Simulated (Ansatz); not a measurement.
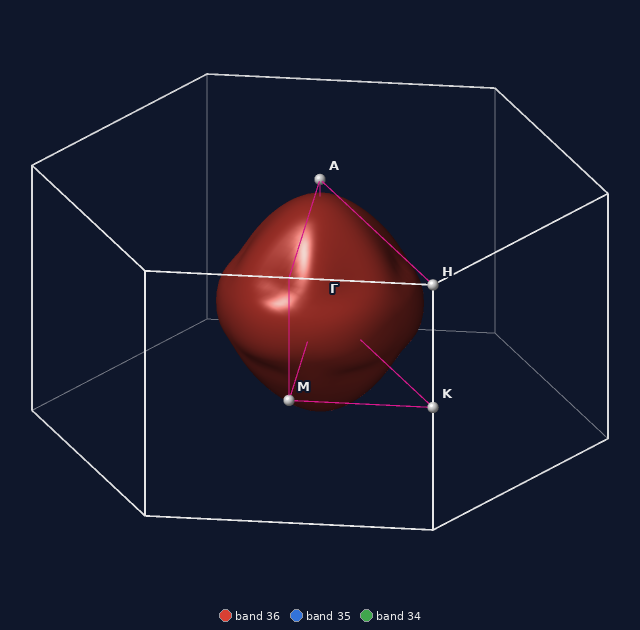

Constant-energy surfaces of CdSe in space group P6_3mc, 0.30 eV below the valence-band maximum (one colour a band).

Level of theory: DFT PBEsol, scalar-relativistic, plane waves, PAW; levels and slopes on a dense k mesh at the converged density in Ansatz. No spin polarisation. Mesh 30×30×16, interpolated with the band slopes. Cell and positions as given, without relaxation.

Masses come from a second pass at points close to the extrema; at the energies drawn a band may no longer be parabolic.

Q: Describe the band extrema that these surfaces surround.

A: Band 36 forms the valence edge; band 35 meets it there and band 34 begins 0.01 eV lower (at Γ). Within this energy: one maximum at Γ, two bands meeting there, with masses of 0.40 and 1.27 mₑ along x, 0.40 and 1.27 mₑ along y and 1.56 mₑ along z. Another band lies within 0.06 eV there, so the masses may hold only close to the extrema.

Where one band's surface lies inside another's, the outer one hides all or part of it.

Spin-orbit coupling, left out here, can change the gap, its kind, the place of the band edges and the masses, since the compound holds Cd and Se.
